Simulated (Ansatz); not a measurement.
## Al₃Ni₂: 5 runs along one coordinate

System: Al₃Ni₂ (P-3m1, 5 atoms in the cell).
Method: DFT PBEsol, scalar-relativistic, plane waves, PAW, no spin polarisation (Ansatz 0.2.0).

The 5 runs differ only in the geometry, by a strain of the cell at fixed fractional positions. Against run 3, the strain is εxx = η and εyy = η. The structure derives from a Materials Project entry.

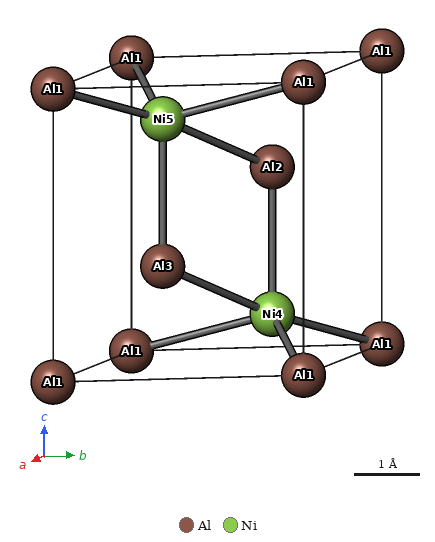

Figure 1. The structure of run 3 (ball-and-stick view of the cell of the calculation, seen slightly off an axis; atoms are numbered from 1 in the order of the input).

**Input of run 3**
```yaml
crystal:
  lattice:
    - [4.0031396433, 0.0, 0.0]
    - [-2.0015698216, 3.466820626, 0.0]
    - [0.0, 0.0, 4.6164913802]
  atoms:
    - { symbol: Al, position: [0.0, 0.0, 0.0] }
    - { symbol: Al, position: [0.3333333333, 0.6666666667, 0.6477829059] }
    - { symbol: Al, position: [0.6666666667, 0.3333333333, 0.3522170941] }
    - { symbol: Ni, position: [0.3333333333, 0.6666666667, 0.1455709067] }
    - { symbol: Ni, position: [0.6666666667, 0.3333333333, 0.8544290933] }
basis:
  ecutwfc: 420
kpoints:
  mp_grid: { grid: [12, 12, 10] }
hamiltonian:
  xc: pbesol
scf:
  occupations: { method: gaussian, width: 0.15 }
output:
  forces: true
  stress: true
  eigenvalues: true
```

Command:
```bash
ansatz run input.yaml --threads 2 --pin off --max-ram 5120MiB --backend cpu --events-out ev --progress --plain --runs-dir out
```

Run 4 differs from it as follows:
```diff
-    - [4.0031396433, 0.0, 0.0]
-    - [-2.0015698216, 3.466820626, 0.0]
+    - [4.1032181344, 0.0, 0.0]
+    - [-2.0516090672, 3.5534911417, 0.0]
```

**Results, with one run withheld**

| run | strain parameter η (%) | free energy per atom, from the lowest run given (meV) | pressure (GPa) |
| --- | --- | --- | --- |
| 1 | −5.0000 | 123.60 | 30.73 |
| 2 | −2.5000 | 37.13 | 18.57 |
| 3 | 0.0000 | 0.00 | 9.05 |
| 4 | 2.5000 | ? | ? |
| 5 | 5.0000 | 40.34 | −3.99 |

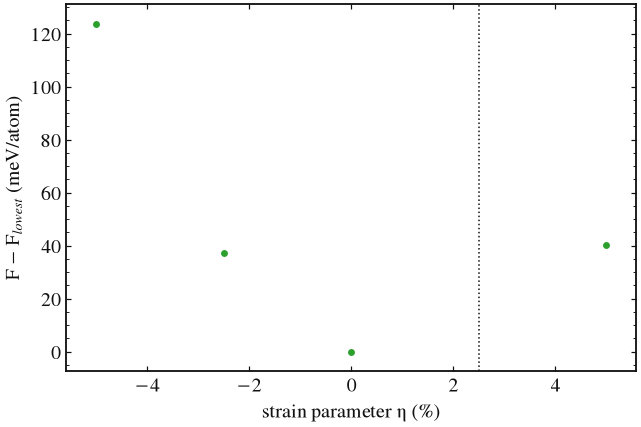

Figure 2. Free energy per atom of the runs given; the dotted line marks run 4.

Estimate the energy of run 4 from the others.

A quadratic polynomial in the coordinate, fitted to the 4 runs given, misses them by at most 2.43 meV per atom. With x = η + 0.6250, it reads F = 4.6094 − 12.379 x + 3.3396 x² (meV per atom). At run 4 it gives −1.46 meV per atom, and the run itself gives 3.63. The fit has its minimum at η = 1.2284 %. So low a polynomial doesn't follow these energies more closely.

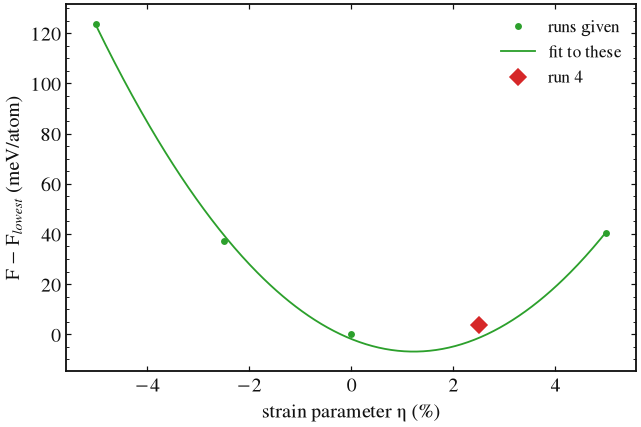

Figure 3. The fit and the withheld run.

**Output, shortened to warnings, some set-up lines, iterations and results (run 4)**
```
Basis set: ecut = 420 eV, 1299 PW (Γ), exchange–correlation on 60×60×64 points (8 copies of the dense FFT grid, shifted against one another)
Symmetry: 12 space group operations
k-points: 162 of 1440
Initial density: superposition of atomic densities (neutral atoms: chi_scale 0, normalization atom), corrected by the library's trained network
[...]
SCF iter   1: F=—  HF=-13186.504296 eV  |F-HF|=—  |Δ(HF+E_count)|=         —  Δρ=1.46e-2  dr2=8.13e-2  ethr=1.77e-3  ⟨swp⟩=6.0  Hψ=20349  notcnv=0
SCF iter   2: F=—  HF=-13186.492641 eV  |F-HF|=—  |Δ(HF+E_count)|=   1.17e-2  Δρ=3.17e-3  dr2=4.20e-3  ethr=1.81e-4  ⟨swp⟩=2.9  Hψ=8479  notcnv=0  defer=25
SCF iter   3: F=—  HF=-13186.492061 eV  |F-HF|=—  |Δ(HF+E_count)|=   5.80e-4  Δρ=7.87e-4  dr2=3.86e-4  ethr=9.34e-6  ⟨swp⟩=1.4  Hψ=5499  notcnv=0  defer=25
SCF iter   4: F=—  HF=-13186.491955 eV  |F-HF|=—  |Δ(HF+E_count)|=   1.06e-4  Δρ=1.45e-4  dr2=2.08e-5  ethr=8.57e-7  ⟨swp⟩=2.1  Hψ=6414  notcnv=0  defer=25
SCF iter   5: F=—  HF=-13186.491971 eV  |F-HF|=—  |Δ(HF+E_count)|=   1.62e-5  Δρ=6.72e-5  dr2=3.34e-6  ethr=4.63e-8  ⟨swp⟩=2.3  Hψ=7137  notcnv=0  defer=25
SCF iter   6: F=—  HF=-13186.491971 eV  |F-HF|=—  |Δ(HF+E_count)|=   5.28e-7  Δρ=1.95e-5  dr2=1.83e-7  ethr=7.43e-9  ⟨swp⟩=2.0  Hψ=5880  notcnv=0  defer=25
SCF iter   7: F=-13186.491971 eV  HF=-13186.491971 eV  |F-HF|=9.74e-9  |Δ(HF+E_count)|=   1.18e-8  Δρ=4.29e-6  dr2=2.18e-8  ethr=2.22e-10  ⟨swp⟩=7.5  Hψ=20715  notcnv=0
SCF 1 converged in 7 iterations: F = -13186.491971 eV  dr2 = 2.18e-8
SCF converged after 7 iterations
Free energy (F): -13186.491971 eV
Harris-Foulkes:  -13186.491971 eV  (|F-HF|=9.74e-9)
Internal energy: -13186.476884 eV  (E = F + TS)
E sigma→0 (E₀):  -13186.484427 eV
Entropy (-TS):   -0.015086 eV (-3.017 meV/atom)
Fermi energy:    11.271804 eV
--- Per-component energies (eV) ---
  E_band       = -760.428093
  E_kinetic    = 646.121086
  E_local      = -10164.474598  (includes V_loc(G=0)·N_el)
  E_nonlocal   = 1301.962278
  E_hartree    = 4414.209093
  E_xc         = -291.623394
  E_vxc        = -311.985518  (∫ρ·V_xc dr)
  E_paw        = -4555.525353  (= ΣΔE_a)
  E_vpaw       = -1060.459586  (= ΣTr[D̂ρ^β])
  E_aug_tail   = 0.000911  (compensation charges beyond the density's cutoff)
  E_ewald      = -4537.598902
  E_core_change = 0.451995  (= ΣΔE_core)
  E_smearing   = -0.015086  (= −TS)
  E_closure    = 0.000000  (closes the sum)
  Σ components = -13186.491971   (vs F -13186.491971, Δ=0.00e0)
--- Forces (eV/Å), atoms counted from 1 ---
  atom   1  Al     0.00000000     0.00000000     0.00000000
  atom   2  Al     0.00000000    -0.00000000    -0.11149875
  atom   3  Al     0.00000000     0.00000000     0.11149875
  atom   4  Ni     0.00000000     0.00000000    -0.09670265
  atom   5  Ni     0.00000000    -0.00000000     0.09670265
  max |Σ_I F_I| component: 3.70e-17 eV/Å
--- Stress (GPa, compression-positive) ---
       -5.213651       0.000000       0.000000
        0.000000      -5.213651      -0.000000
        0.000000      -0.000000      15.412087
  P = ⅓ Tr σ = 1.6616 GPa (16.616 kbar)
```

Notes: The run has no spin polarisation, so a magnetic state may lie lower.
